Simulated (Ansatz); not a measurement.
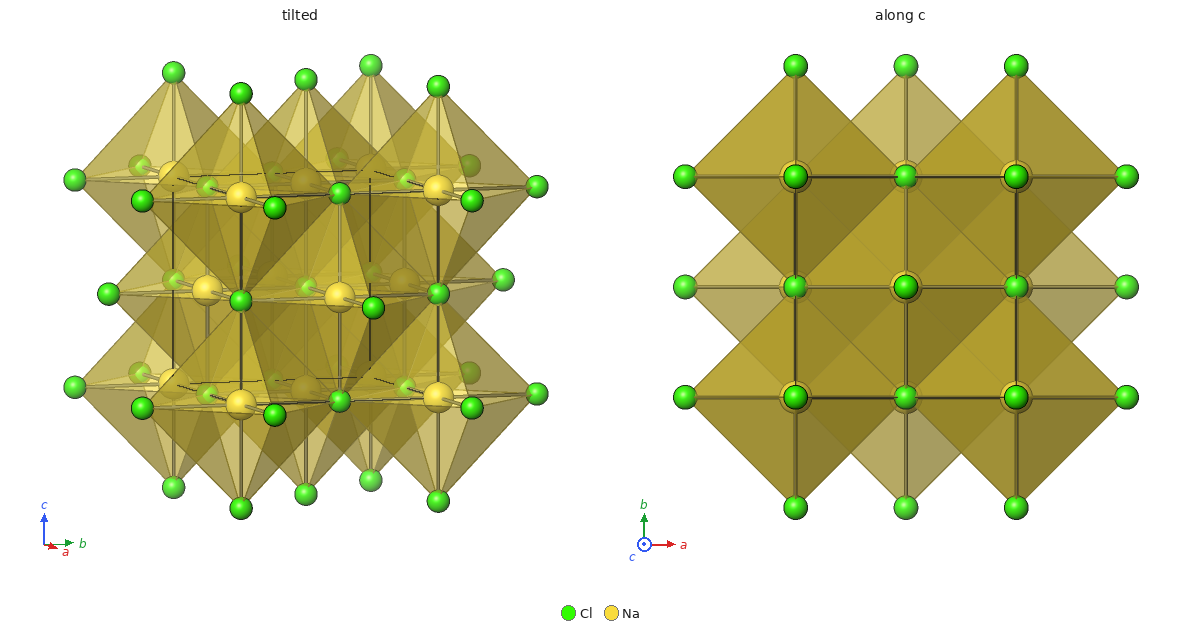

NaCl, rock salt (NaCl type), space group Fm-3m (No. 225), a = 5.588 Å, b = 5.588 Å, c = 5.588 Å, α = 90.00°, β = 90.00°, γ = 90.00°. A polyhedral rendering, viewed slightly off an axis and along the c axis. The wireframe shows the conventional unit cell. Some neighbours outside the box are added. The cell is a structure listed in the Materials Project.

One fixed geometry was run with a growing share of exact exchange in a hybrid functional, screened with ω = 0.2 Å⁻¹. Alike in all runs: Ansatz 0.2.0; functional HSE06 form with a typed share of exact exchange; potentials Ansatz PAW; cutoff 420 eV; k mesh 4 × 4 × 4 on the run's cell of 2 atoms; occupations fermi-dirac, width 0.05 eV; no spin polarisation; no spin-orbit coupling.

```tsv
share of exact exchange	gap (eV)	pressure (GPa)
0.05	5.49	1.4
0.10	5.77	1.3
0.15	?	?
0.20	6.34	1.1
0.25	6.62	1.0
0.30	6.91	0.8
0.40	7.49	0.6
0.50	8.07	0.4
```

### Fit a straight line to the gaps given and fill in the missing row.

The line is gap = 5.20 eV + 5.72 eV × share, which gives 6.06 eV at 0.15. The run gave 6.05 eV and a pressure of 1.2 GPa.

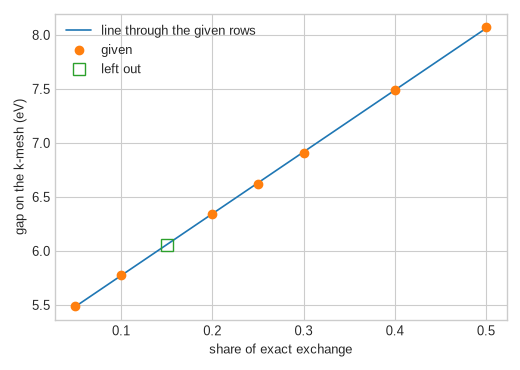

Gap against the share of exact exchange. Gaps are the least found on the k-mesh, which can miss the band edges.

Caveat: the k mesh is coarse (spacing up to 0.49 Å⁻¹), so the values aren't converged, least of all with exact exchange; the PAW data sets were made with another functional, which shifts forces and pressure a little.
